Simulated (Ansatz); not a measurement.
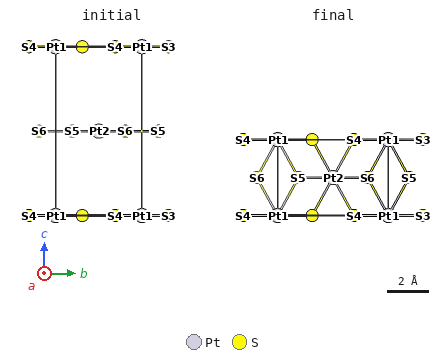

The structure of crystalline PtS$_{2}$ (a generated structure, set up in P4_2/mnm) (coarse preliminary run) before (left) and after (right) a relaxation, at one scale.

Style: ball-and-stick. Shown: the cell of the calculation, along the a axis.

Theory: DFT PBE, scalar-relativistic, plane waves, PAW in Ansatz 0.2.0. Set-up: plane-wave cutoff 420 eV; k-point mesh 4 × 4 × 2; occupations gaussian; smearing width 0.1 eV; no spin polarisation; cell and atoms relaxed; force threshold 0.04 eV/Å; at most 70 steps.

**What changed between the two?**

The largest moves relative to the cell, 0.026 Å, are those of S3, S4, S5 and S6. S6 goes along [1 1 0]. Pt stays in place. The drawn cell changes as follows: a = b 4.294 → 5.510 Å (+28.3 %), c 8.401 → 3.779 Å (−55.0 %); the volume changes by −25.9 %. Near-neighbour distances that change, for instance: Pt1–S5 4.358 → 2.391 Å, S3–S4 2.325 → 2.931 Å, Pt1–S3 1.874 → 2.431 Å. New bonds form: Pt1–S5 (4.36 → 2.39 Å), Pt1–S6 (4.36 → 2.39 Å), Pt2–S3 (4.36 → 2.39 Å), Pt2–S4 (4.36 → 2.39 Å). The space group stays P4_2/mnm (No. 136). After 21 accepted moves (24 points after the start) the energy has fallen by 10.935 eV per cell of the calculation. Largest force component: 7.8 eV/Å at the start, 0.033 eV/Å at the end. The pressure goes from 31.20 to 0.15 GPa. The line search rejected the trial step at point 17 of the run. At 2 points the geometry stayed and the basis and grid were re-selected for the new cell (energy shift of 0.322 eV per cell of the calculation at most each time).

Limits of the set-up: the k-point mesh is coarse for a cell with partly filled bands; layers or molecules are held without a dispersion correction, so their spacing is unreliable.
